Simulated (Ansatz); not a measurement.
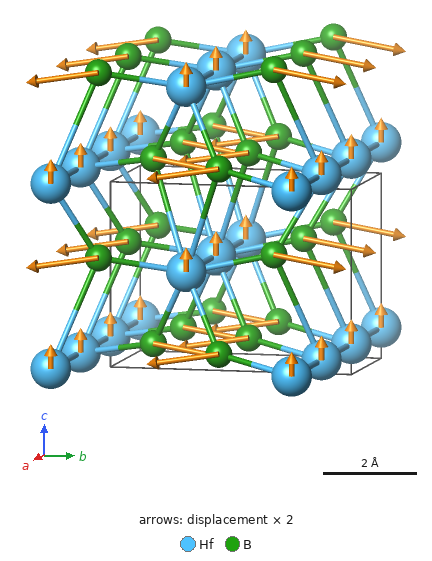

This is a relaxation of solid HfB2 (built on the random type) (coarse preliminary run). The starting structure is drawn; orange arrows show the displacements (the part carried along by the change of the cell is left out), magnified 2 times.

Style: ball-and-stick. Shown: the cell of the calculation, repeated 3 × 1 × 2 with one cell outlined, slightly off an axis.

Case: random cell with space group Pnn2 (No. 34).

These are results of DFT PBE, scalar-relativistic, plane waves, PAW in Ansatz, not measurements. Settings: plane-wave cutoff 420 eV; k-point mesh 6 × 4 × 4; occupations gaussian; smearing width 0.1 eV; no spin polarisation; cell and atoms relaxed; force threshold 0.04 eV/Å; at most 70 steps.

> Atoms of which element are displaced furthest, and by how much?

Boron: up to 0.82 Å, against 0.27 Å for hafnium.

> What happened in the run?

After 8 accepted moves (10 points after the start) the energy has fallen by 2024 meV per atom. Largest force component: 5.9 eV/Å at the start, 0.00011 eV/Å at the end. Pressure: 62.85 GPa at the start and 0.15 GPa at the end. At 2 points the geometry stayed and the basis and grid were re-selected for the new cell (energy shift of 12.8 meV per atom at most each time). The largest moves relative to the cell, 0.82 Å, are those of B atoms. By element the largest moves are B 0.82 Å, Hf 0.27 Å. Cell: a 2.767 → 3.112 Å (+12.5 %), b 5.386 → 4.862 Å (−9.7 %), c 4.060 → 4.859 Å (+19.7 %). Volume +21.5 %. Some distances before and after: B–Hf 3.672 → 2.552 Å, B–B 2.267 → 1.556 Å, B–Hf 1.953 → 2.553 Å, B–Hf 2.036 → 2.551 Å. New bonds form: B–B (2.27 → 1.56 Å), B–Hf (3.67 → 2.55 Å). Bond angles that change, for instance: Hf–B–Hf 132.0° → 95.3°, Hf–B–Hf 120.6° → 144.5°, Hf–B–Hf 104.6° → 95.3°. The space group (tolerance 0.01 Å) goes from Pnn2 (No. 34) to I4/mmm (No. 139). The run took roughly 3 core-minutes on a shared host.

Limits of the set-up: the k-point mesh is coarse for a cell with partly filled bands.
